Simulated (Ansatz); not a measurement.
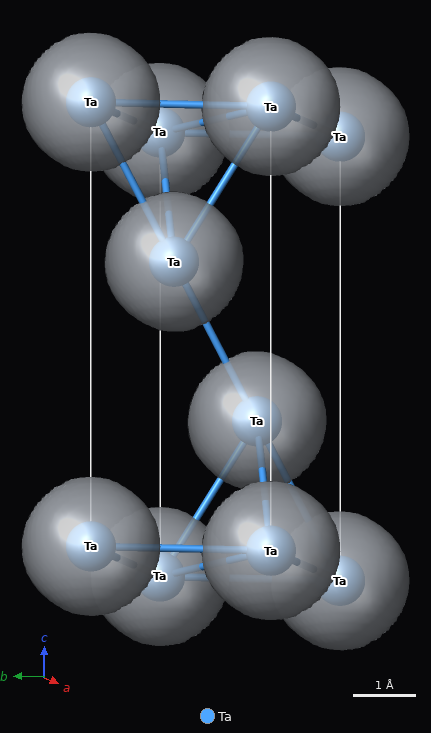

*Ta. Isosurface of the valence pseudo-density at 0.4 e/Å³ (grey), seen at an oblique angle. Sticks mark near contacts.*

Space group R-3m; changed on purpose from its base cell (equal xy, yz and zx shear strains of +1 %, PAW files); computed pressure about −6 GPa in this cell; computed without spin polarisation.

Method: DFT, PBEsol, PAW with Ansatz's default frozen-core files, scalar-relativistic in Ansatz.

The density is the valence pseudo-density of a PAW calculation; it isn't the true density close to the nuclei.

**Which contacts does the surface bridge?**

At this value the density breaks into separate islands; it holds about 75 % of the electrons treated as valence (semicore included). It bridges none of the near contacts. It is pinched off along the sampled Ta–Ta (2.97 Å) contacts. On the grid the lowest density along these lines, outside the cores, is 0.27 e/Å³ (Ta–Ta, 2.97 Å).

**Does the calculation give a band gap?**

It is metallic or semimetallic at this level of theory: no gap opens.
